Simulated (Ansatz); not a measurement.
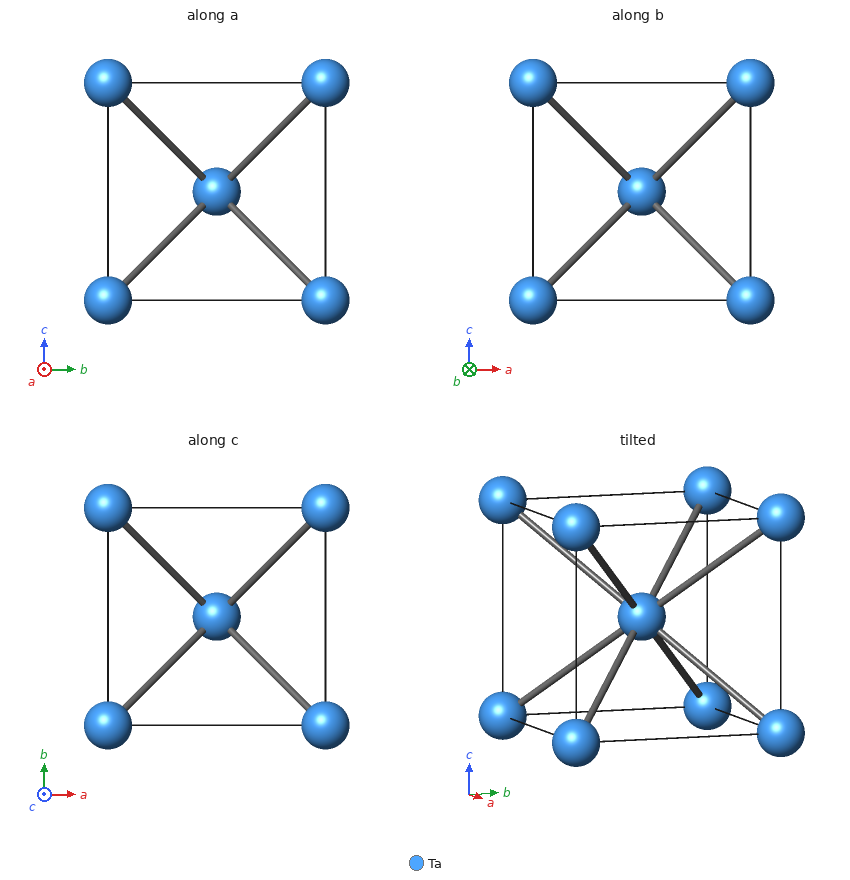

The structure above is drawn in ball-and-stick style and viewed along the a axis, along the b axis, along the c axis and slightly off an axis. The wireframe shows the conventional unit cell.

Lattice parameters: a = 3.3189 Å, b = 3.3189 Å, c = 3.3189 Å, α = 90.000°, β = 90.000°, γ = 90.000°.

Question: From the views, write a CIF in P1 with every atom of the cell.

Answer:
```cif
data_structure
_symmetry_space_group_name_H-M 'P 1'
_symmetry_Int_Tables_number 1
_cell_length_a 3.3189
_cell_length_b 3.3189
_cell_length_c 3.3189
_cell_angle_alpha 90.000
_cell_angle_beta 90.000
_cell_angle_gamma 90.000
_cell_volume 36.56
loop_
_atom_site_label
_atom_site_type_symbol
_atom_site_fract_x
_atom_site_fract_y
_atom_site_fract_z
_atom_site_occupancy
Ta1 Ta 0.0000 0.0000 0.0000 1
Ta2 Ta 0.5000 0.5000 0.5000 1
```

It goes back to the standard structure of this element. The cell was then strained or its atoms displaced on purpose. It was run through Ansatz as a DFT input.
